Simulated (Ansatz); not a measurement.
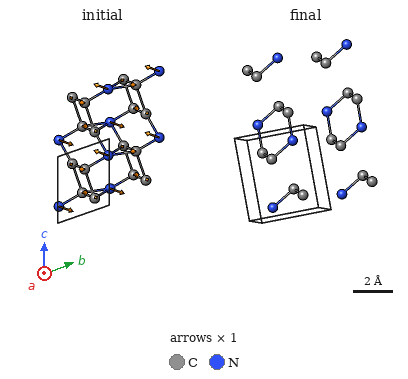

The structure of a crystal of C2N (a generated structure, set up in P-1) (coarse preliminary run) before (left) and after (right) a relaxation, at one scale. The orange arrows give the displacements (the part carried along by the change of the cell is left out), at their true length.

The picture is a ball-and-stick view of the cell of the calculation, repeated 1 × 2 × 2 with one cell outlined, seen along the a axis.

All numbers below come from Ansatz, DFT PBE, scalar-relativistic, plane waves, PAW. (plane-wave cutoff 420 eV; k-point mesh 8 × 6 × 6; occupations gaussian; smearing width 0.1 eV; no spin polarisation; cell and atoms relaxed; force threshold 0.04 eV/Å; at most 70 steps)

Question: Summarise the run.

Answer: The largest moves relative to the cell, 0.88 Å, are those of N atoms. By element the largest moves are N 0.88 Å, C 0.44 Å. Cell: a 2.328 → 2.634 Å (+13.2 %), b 2.796 → 3.656 Å (+30.7 %), c 3.481 → 4.409 Å (+26.7 %), α 70.4° → 90.9°, β 79.0° → 73.8°, γ 86.5° → 111.1°. Volume +80.7 %. Near-neighbour distances that change, for instance: C–N 1.746 → 3.445 Å, N–N 1.726 → 3.299 Å, C–N 1.587 → 2.899 Å, C–C 2.021 → 3.320 Å. Bonds break: C–N (1.45 → 2.56 Å). Among the angles between lasting bonds that change: C–C–N 62.9° → 114.7°, C–C–C 72.2° → 113.1°, C–N–C 89.7° → 122.0°. The space group stays P-1 (No. 2). Over 24 accepted moves (29 points after the start) the energy falls by 5258 meV per atom. The largest force component goes from 14 to 0.0037 eV/Å. Pressure: 539.85 GPa at the start and 0.03 GPa at the end. The line search rejected the trial steps at points 11, 23 of the run. The SCF was repeated 3 times at an unchanged geometry on a basis and grid sized afresh for the cell, which shifted the energy by 444 meV per atom at most.
